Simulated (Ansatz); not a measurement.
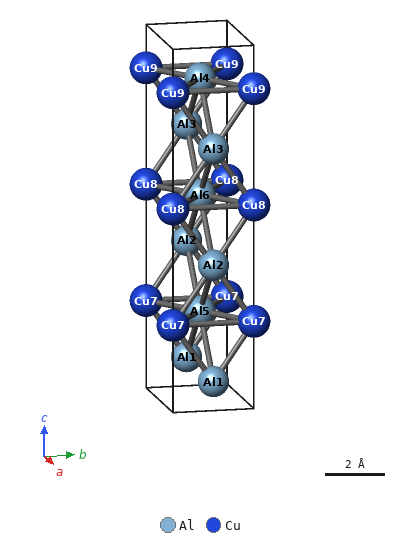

**Figure 1.** The structure (ball-and-stick view of the cell of the calculation, seen slightly off an axis; atoms are numbered from 1 in the order of the input). An atom can appear more than once, as a periodic image.

**Al₂Cu: single-point calculation**

System: Al₂Cu (Pmm2, 9 atoms in the cell).
Method: DFT r2SCAN, scalar-relativistic, plane waves, PAW, no spin polarisation (Ansatz 0.2.0).

The structure derives from a Materials Project entry. It belongs to a series of runs on one base structure; here: the crystal opened by +0.50 A across the cut. Figures and captions count atoms from 1; the log counts them from 0 in places.

Output
```
Engine: ansatz 0.2.0, x86_64-unknown-linux-gnu
Pseudopotentials: kind: paw
Pseudopotential: Al, paw, valence charge 3, recommended cutoff 500 eV (meta_gga), Al.paw.azcp
Pseudopotential: Cu, paw, valence charge 19, recommended cutoff 500 eV (meta_gga), Cu.paw.azcp
Functional definition: r2SCAN
  parameter k0 = 0.174
  parameter k1 = 0.065
  parameter a1 = 4.9479
  exchange = r2scan_x(k0 = k0, k1 = k1, a1 = a1)
  correlation = r2scan_c
Crystal: 9 atoms, lattice volume = 148.782 Å³
Basis set: ecut = 500 eV, 3771 PW (Γ), exchange–correlation on 120×96×384 points (64 copies of the dense FFT grid, shifted against one another)
Bands: 47, of which v1, the nominal top of the filled ones, is band 38 counted from 1 (37 counted from 0)
Symmetry: 4 space group operations
Space group: Pmm2 (ITA 25), of the structure as read, at distance tolerance 5.3e-5 Å
k-points: 162 of 704 (time reversal used)
Non-local potential: Al, projectors of the file, l = 0: 2, l = 1: 2, l = 2: 1
Non-local potential: Cu, projectors of the file, l = 0: 3, l = 1: 2, l = 2: 3, l = 3: 1
PAW form: soft (Blöchl's): semilocal exchange-correlation on the pseudo side does not see the compensation charge
PAW frozen core: Al, regenerated for the run's functional (the file was generated under x = pbe(κ = 0.804, μ = 0.2195149727645171), c = pbe(β = 0.06672455060314922))
PAW frozen core: Cu, regenerated for the run's functional (the file was generated under x = pbe(κ = 0.804, μ = 0.2195149727645171), c = pbe(β = 0.06672455060314922))
PAW one-centre angular grid: Al, 302 points (default); XC on 160 Gauss nodes
PAW one-centre angular grid: Cu, 590 points (default); XC on 160 Gauss nodes
Initial density: superposition of atomic densities (neutral atoms: chi_scale 0, normalization atom), corrected by the library's trained network
Initial wavefunctions: pseudopotential atomic-orbital guess
Functional: x = r2scan, c = r2scan; τ floored in thin density (d = 2e-4 eV/Å³)
SCF iter   1: F=—  HF=-23136.108727 eV  |F-HF|=—  |Δ(HF+E_count)|=         —  Δρ=1.95e-2  dr2=3.89e-1  dr2_τ=2.82e-2  ethr=1.77e-3  ⟨swp⟩=8.8  Hψ=34776  notcnv=0  defer=18
preconditioner: auto → Kerker (q_TF=auto, 2.434 Å⁻¹)  [metal: Δε(μ)=0.011 eV  Ē_g=7.702 eV  σ=0.150 eV  W_gap=0.04  n_scr=32 (ndim 8)  ℏωp=21.7 eV  f_vac=0.000  D(μ)=2.58/eV (n_scr^D=12)]
SCF iter   2: F=—  HF=-23136.177846 eV  |F-HF|=—  |Δ(HF+E_count)|=   6.91e-2  Δρ=1.48e-2  dr2=1.80e-1  dr2_τ=2.15e-3  ethr=5.18e-4  ⟨swp⟩=2.1  Hψ=13759  notcnv=0  defer=444
SCF iter   3: F=—  HF=-23136.123406 eV  |F-HF|=—  |Δ(HF+E_count)|=   5.44e-2  Δρ=3.99e-3  dr2=2.68e-2  dr2_τ=9.23e-5  ethr=2.40e-4  ⟨swp⟩=2.0  Hψ=11809  notcnv=0  defer=444
SCF iter   4: F=—  HF=-23136.118072 eV  |F-HF|=—  |Δ(HF+E_count)|=   5.33e-3  Δρ=1.45e-3  dr2=3.03e-3  dr2_τ=2.18e-5  ethr=3.57e-5  ⟨swp⟩=2.4  Hψ=12306  notcnv=0  defer=434
SCF iter   5: F=—  HF=-23136.118720 eV  |F-HF|=—  |Δ(HF+E_count)|=   6.49e-4  Δρ=2.16e-3  dr2=5.21e-3  dr2_τ=2.39e-5  ethr=4.04e-6  ⟨swp⟩=2.0  Hψ=12935  notcnv=0  defer=434
SCF iter   6: F=—  HF=-23136.117950 eV  |F-HF|=—  |Δ(HF+E_count)|=   7.71e-4  Δρ=3.63e-4  dr2=3.30e-4  dr2_τ=2.44e-6  ethr=4.04e-6  ⟨swp⟩=2.0  Hψ=10365  notcnv=0  defer=434
SCF iter   7: F=—  HF=-23136.117840 eV  |F-HF|=—  |Δ(HF+E_count)|=   1.09e-4  Δρ=1.80e-4  dr2=3.28e-5  dr2_τ=1.38e-7  ethr=4.41e-7  ⟨swp⟩=2.6  Hψ=11176  notcnv=0  defer=434
SCF iter   8: F=—  HF=-23136.117902 eV  |F-HF|=—  |Δ(HF+E_count)|=   6.17e-5  Δρ=6.93e-5  dr2=1.08e-5  dr2_τ=3.97e-8  ethr=4.38e-8  ⟨swp⟩=2.0  Hψ=10591  notcnv=0  defer=434
SCF iter   9: F=—  HF=-23136.117903 eV  |F-HF|=—  |Δ(HF+E_count)|=   1.25e-6  Δρ=3.93e-5  dr2=4.29e-6  dr2_τ=1.03e-8  ethr=1.44e-8  ⟨swp⟩=2.5  Hψ=11321  notcnv=0  defer=434
SCF iter  10: F=—  HF=-23136.117904 eV  |F-HF|=—  |Δ(HF+E_count)|=   5.79e-7  Δρ=7.26e-5  dr2=5.87e-6  dr2_τ=2.51e-8  ethr=5.72e-9  ⟨swp⟩=2.0  Hψ=12854  notcnv=0  defer=434
SCF iter  11: F=—  HF=-23136.117903 eV  |F-HF|=—  |Δ(HF+E_count)|=   1.01e-6  Δρ=8.88e-6  dr2=1.28e-7  dr2_τ=1.30e-9  ethr=5.72e-9  ⟨swp⟩=2.0  Hψ=10552  notcnv=0  defer=434
SCF iter  12: F=-23136.117903 eV  HF=-23136.117903 eV  |F-HF|=2.98e-8  |Δ(HF+E_count)|=   1.33e-8  Δρ=8.01e-6  dr2=6.48e-8  dr2_τ=2.21e-10  ethr=1.33e-10  ⟨swp⟩=10.7  Hψ=30595  notcnv=0
SCF 1 converged in 12 iterations: F = -23136.117903 eV  dr2 = 6.48e-8
  greatest PAW one-centre occupation: 1.000 electrons in one spin orbital (limit 2), on the Cu atom at site 8 (counted from 0), in its partial waves of l = 0
```

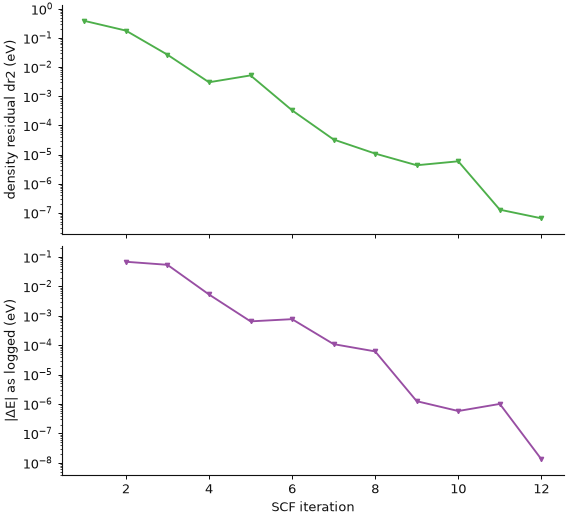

**Figure 2.** Convergence of the self-consistent field: density residual dr2 and size of the energy change against the SCF iteration. The residual falls almost steadily, with no more than small rises.

```
SCF converged after 12 iterations
Free energy (F): -23136.117903 eV
Harris-Foulkes:  -23136.117903 eV  (|F-HF|=2.98e-8)
Internal energy: -23136.088692 eV  (E = F + TS)
E sigma→0 (E₀):  -23136.103297 eV
Entropy (-TS):   -0.029211 eV (-3.246 meV/atom)
Fermi energy:    9.057135 eV
--- Per-component energies (eV) ---
  E_band       = -1587.871657
  E_kinetic    = 1034.245305
  E_local      = -18867.651183  (includes V_loc(G=0)·N_el)
  E_nonlocal   = 1227.116032
  E_hartree    = 8507.097028
  E_xc         = -471.876379
  E_vxc        = -563.283385  (∫ρ·V_xc dr)
  E_paw        = -7859.140875  (= ΣΔE_a)
  E_vpaw       = -1468.351640  (= ΣTr[D̂ρ^β])
  E_aug_tail   = 0.000429  (compensation charges beyond the density's cutoff)
  E_vtau       = 35.819433  (kinetic-family band-sum trace: ∫τ·v_τ [+ j·A + Jᵃ·Aᵃ] dr)
  E_ewald      = -6704.615076
  E_core_change = -1.263972  (= ΣΔE_core)
  E_smearing   = -0.029211  (= −TS)
  E_closure    = 0.000000  (closes the sum)
  Σ components = -23136.117903   (vs F -23136.117903, Δ=0.00e0)
--- Forces (eV/Å), atoms counted from 1 ---
  atom   1  Al    -1.14113519    -0.00000000    -0.00000000
  atom   2  Al    -0.02829711     0.00000000     0.00000000
  atom   3  Al     0.16815618    -0.00000000    -0.00000000
  atom   4  Al     0.24007799     0.00000000     0.00000000
  atom   5  Al    -0.02102695     0.00000000    -0.00000000
  atom   6  Al     0.04201998    -0.00000000     0.00000000
  atom   7  Cu    -0.12600449    -0.00000000    -0.00000000
  atom   8  Cu    -0.00949735     0.00000000     0.00000000
  atom   9  Cu     0.87569325     0.00000000     0.00000000
  max |Σ_I F_I| component: 1.37e-5 eV/Å
--- Stress (GPa, compression-positive) ---
       -4.540096      -0.000000       0.000000
       -0.000000       0.243250       0.000000
        0.000000       0.000000      -1.805267
  P = ⅓ Tr σ = -2.0340 GPa (-20.340 kbar)
--- Band table (eV; the first three rows and the last of 162) ---
  k-point 0: bands = ["-108.9639", "-108.9505", "-108.6485", "-64.7719", "-64.7670", "-64.7599", "-64.7546", "-64.7529", "-64.7395", "-64.4965", "-64.4319", "-64.4274", "-2.0593", "-1.2924", "-0.8557", "1.8206", "2.1339", "3.4259", "3.8139", "3.8799", "4.1788", "4.3966", "4.5078", "4.6057", "4.8033", "4.8294", "4.8337", "4.8523", "4.8596", "4.8698", "5.1513", "5.2698", "6.2160", "6.5449", "7.2768", "7.6908", "8.6783", "9.8734", "10.1850", "10.5784", "11.3696", "11.7590", "12.3160", "12.5738", "13.9799", "14.3607", "15.2082"]
  k-point 1: bands = ["-108.9639", "-108.9505", "-108.6485", "-64.7719", "-64.7670", "-64.7599", "-64.7546", "-64.7529", "-64.7395", "-64.4965", "-64.4319", "-64.4274", "-2.0243", "-1.4621", "-0.6392", "1.3416", "2.6643", "3.3774", "3.8172", "3.8652", "4.1799", "4.3944", "4.5121", "4.6210", "4.8258", "4.8336", "4.8523", "4.8596", "4.8698", "4.8826", "5.1513", "5.2698", "5.8301", "6.5862", "7.1380", "7.8178", "9.1009", "9.8356", "10.2341", "10.8007", "10.9757", "11.7575", "12.3727", "12.5236", "13.3348", "14.4153", "14.9336"]
  k-point 2: bands = ["-108.9639", "-108.9505", "-108.6485", "-64.7719", "-64.7670", "-64.7599", "-64.7546", "-64.7529", "-64.7395", "-64.4965", "-64.4319", "-64.4274", "-1.9764", "-1.5932", "-0.4547", "1.0579", "3.1432", "3.1741", "3.8299", "3.8387", "4.1810", "4.3924", "4.5164", "4.6331", "4.8220", "4.8336", "4.8524", "4.8596", "4.8698", "5.1513", "5.1571", "5.2698", "5.2930", "6.6424", "7.0166", "7.9139", "9.5777", "9.6418", "10.6438", "10.7714", "11.1000", "11.3366", "11.5727", "13.1041", "13.5718", "14.0478", "14.1910"]
  k-point 161: bands = ["-108.9630", "-108.9496", "-108.6476", "-64.7705", "-64.7687", "-64.7658", "-64.7585", "-64.7553", "-64.7534", "-64.4952", "-64.4475", "-64.4262", "2.9624", "3.1180", "3.2964", "3.4391", "3.5433", "3.7699", "3.8037", "4.1504", "4.3659", "4.5671", "4.6462", "4.6808", "4.6956", "4.7199", "4.9042", "4.9521", "5.0578", "5.6483", "5.9323", "6.1291", "6.5454", "6.6012", "6.6787", "6.8223", "7.5365", "7.7519", "8.2992", "8.4594", "9.2376", "9.4082", "11.0104", "11.1685", "11.3080", "11.3391", "11.9031"]
```

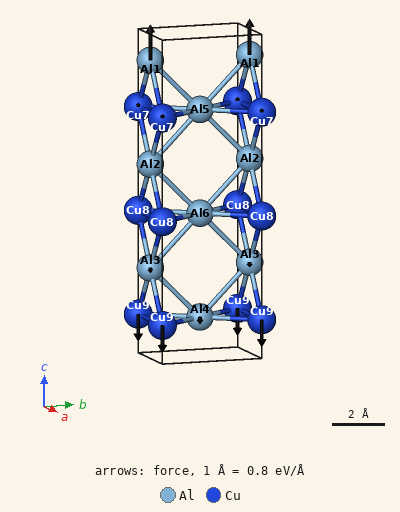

**Figure 3.** Forces on the atoms as black arrows (ball-and-stick view of the cell of the calculation, set on other vectors, seen slightly off an axis; atoms are numbered from 1 in the order of the input); the smallest are left out. The largest act on Al1 (1.14 eV/Å); Cu9 (0.88 eV/Å). The geometry is not a stationary point of this energy.

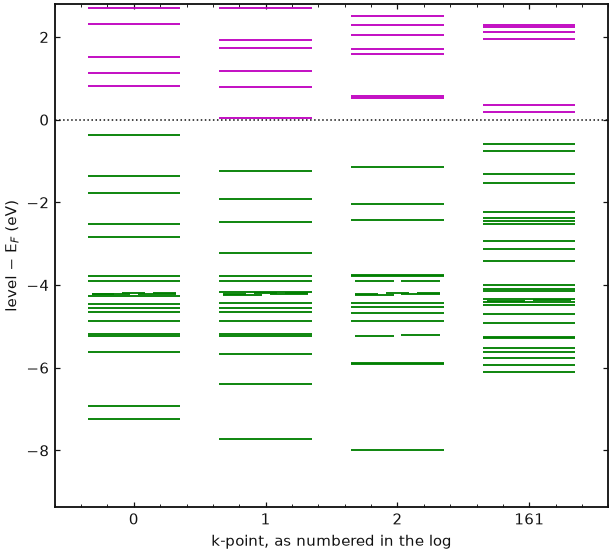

**Figure 4.** Kohn–Sham levels near the Fermi level (dotted) at the few k-points that the log prints; levels within 0.02 eV of each other stand side by side. The system is metallic on the full mesh.

This output came from the following input.

Input
```yaml
crystal:
  lattice:
    - [0.0, -4.0880282815, 0.0]
    - [0.0, 0.0, -2.8513253939]
    - [12.7640848444, 0.0, 0.0]
  atoms:
    - { symbol: Al, position: [0.0, 0.5, 0.0800529518] }
    - { symbol: Al, position: [0.0, 0.5, 0.4003288142] }
    - { symbol: Al, position: [0.0, 0.5, 0.7206046766] }
    - { symbol: Al, position: [0.5, 0.5, 0.8807426078] }
    - { symbol: Al, position: [0.5, 0.5, 0.240190883] }
    - { symbol: Al, position: [0.5, 0.5, 0.5604667454] }
    - { symbol: Cu, position: [0.0, 0.0, 0.240190883] }
    - { symbol: Cu, position: [0.0, 0.0, 0.5604667454] }
    - { symbol: Cu, position: [0.0, 0.0, 0.8807426078] }
basis:
  ecutwfc: 500
kpoints:
  mp_grid: { grid: [11, 16, 4] }
hamiltonian:
  xc: r2scan
scf:
  occupations: { method: gaussian, width: 0.15 }
output:
  forces: true
  stress: true
  eigenvalues: true
```

Run as:
```bash
ansatz run input.yaml --threads 2 --pin off --max-ram 5120MiB --backend cpu --events-out ev --progress --plain --runs-dir out
```

Results in brief

```tsv
quantity	value
outcome	converged
space group (tolerance 0.01 Å)	Pmm2 (25)
electrons treated	75
free energy	−23136.1179 eV
Fermi energy	9.057 eV
gap on the k-point mesh	none (metallic)
pressure	−2.03 GPa
largest force (length of the vector)	1.141 eV/Å
hardware	2 threads of Intel Xeon @ 2.50GHz (Skylake/Cascade Lake), 189 GiB of memory available, shared host
wall time	3.1 min (CPU time 6.1 min)
peak memory	1.3 GiB
```
